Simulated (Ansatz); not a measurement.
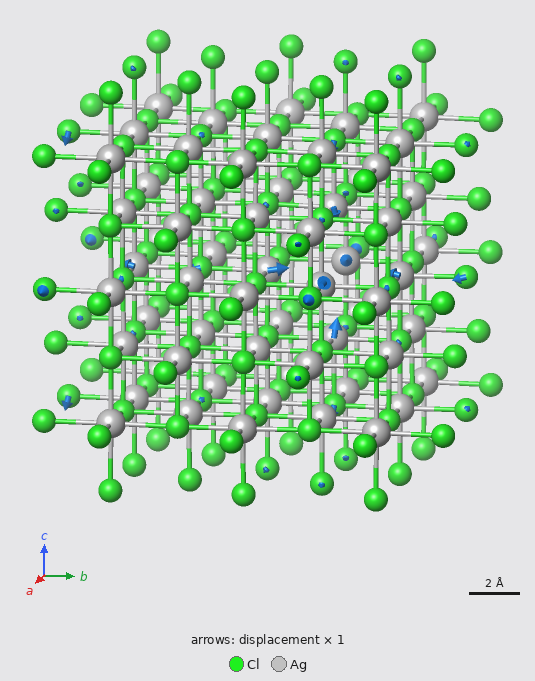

This is a relaxation of a defect cell of composition Cl31Ag32. The starting structure is drawn; blue arrows show the displacements, at their true length.

Style: ball-and-stick. Shown: the cell of the calculation (origin shifted), slightly off an axis.

The atoms of the start lie slightly off their symmetric places, so part of the fall in energy undoes that.

All numbers below come from DFT, PBEsol, PAW, plane waves (Ansatz). Settings: plane-wave cutoff 420 eV; k-point mesh 1 × 1 × 1; mesh shifted by (0.25, 0.25, 0.25); collinear spin; atoms relaxed in a fixed cell; force threshold 0.03 eV/Å; at most 80 steps.

Which element moves most?

Answer. Silver: up to 0.90 Å, against 0.63 Å for chlorine.

Describe the change and its energy.

Answer. The largest move is that of an Ag atom, 0.90 Å roughly along +b. By element the largest moves are Ag 0.90 Å, Cl 0.63 Å. The cell doesn't change. Near-neighbour distances that change, for instance: Ag–Cl 2.763 → 4.227 Å, Ag–Cl 2.752 → 4.212 Å, Ag–Ag 3.823 → 2.769 Å, Ag–Ag 3.794 → 2.761 Å. Bonds break, among them: Ag–Cl (2.75 → 4.21 Å), Ag–Cl (2.76 → 4.22 Å), Ag–Cl (2.76 → 4.23 Å). Bond angles that change, for instance: Cl–Ag–Cl 178.1° → 140.4°, Cl–Ag–Cl 178.4° → 140.8°, Cl–Ag–Cl 177.5° → 140.8°. The energy falls by 1.620 eV per cell of the calculation in 12 accepted moves (15 points after the start). The largest force component goes from 0.21 to 0.023 eV/Å. The line search rejected the trial step at point 10 of the run. 2 steps only repeated the SCF at the same geometry. The program noted that the starting moments weren't kept. The run took 16 s on 1 × NVIDIA GB200 with 8 threads of Arm Neoverse-V2, peak memory 2.1 GiB.
